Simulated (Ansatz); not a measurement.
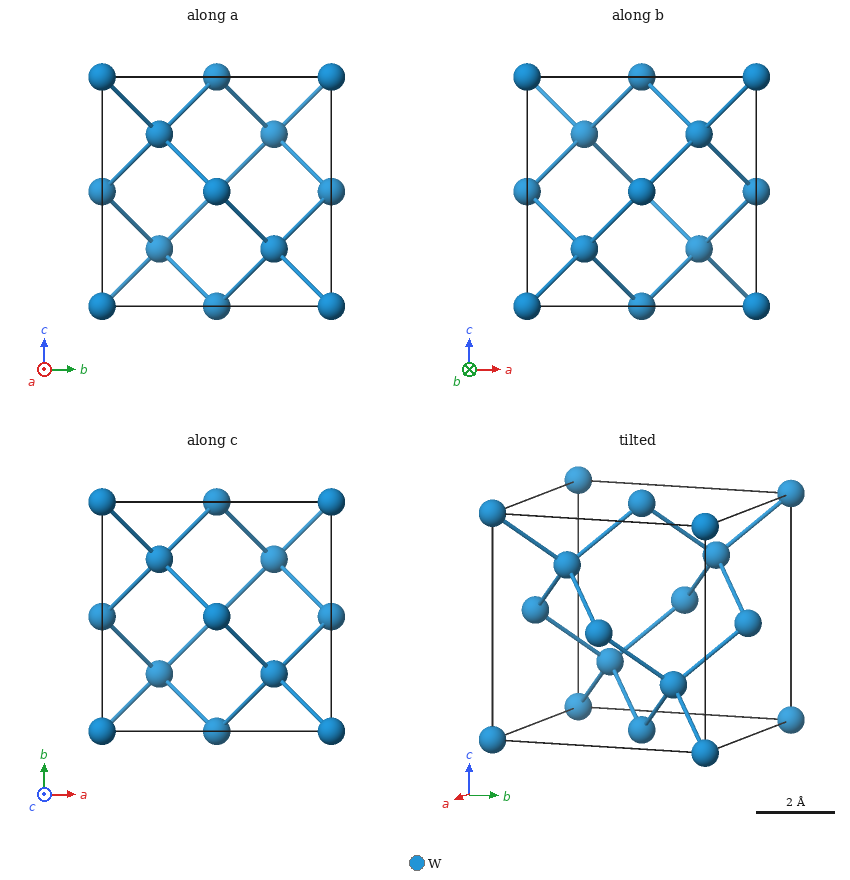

The figure gives a ball-and-stick picture of the atoms, viewed along the a axis, along the b axis, along the c axis and slightly off an axis. The frame is the conventional unit cell; atoms at its boundary are shown with their periodic copies.

Lattice parameters: a = 5.9448 Å, b = 5.9448 Å, c = 5.9448 Å, α = 90.000°, β = 90.000°, γ = 90.000°.

From the views, write a CIF in P1 with every atom of the cell.

Answer.
```cif
data_structure
_symmetry_space_group_name_H-M 'P 1'
_symmetry_Int_Tables_number 1
_cell_length_a 5.9448
_cell_length_b 5.9448
_cell_length_c 5.9448
_cell_angle_alpha 90.000
_cell_angle_beta 90.000
_cell_angle_gamma 90.000
_cell_volume 210.10
loop_
_atom_site_label
_atom_site_type_symbol
_atom_site_fract_x
_atom_site_fract_y
_atom_site_fract_z
_atom_site_occupancy
W1 W 0.7500 0.7500 0.2500 1
W2 W 0.0000 0.5000 0.5000 1
W3 W 0.7500 0.2500 0.7500 1
W4 W 0.0000 0.0000 0.0000 1
W5 W 0.2500 0.7500 0.7500 1
W6 W 0.5000 0.5000 0.0000 1
W7 W 0.2500 0.2500 0.2500 1
W8 W 0.5000 0.0000 0.5000 1
```

Provenance: a structure type filled with this element by a generator (whether the element takes this form wasn't checked). Earlier steps of the study may have refined or changed the cell and positions. A calculation with Ansatz used it as input.

At this level of theory the cell isn't at rest (stretched, at -4 GPa), so its distances can differ from those at equilibrium, the more so the softer the solid.
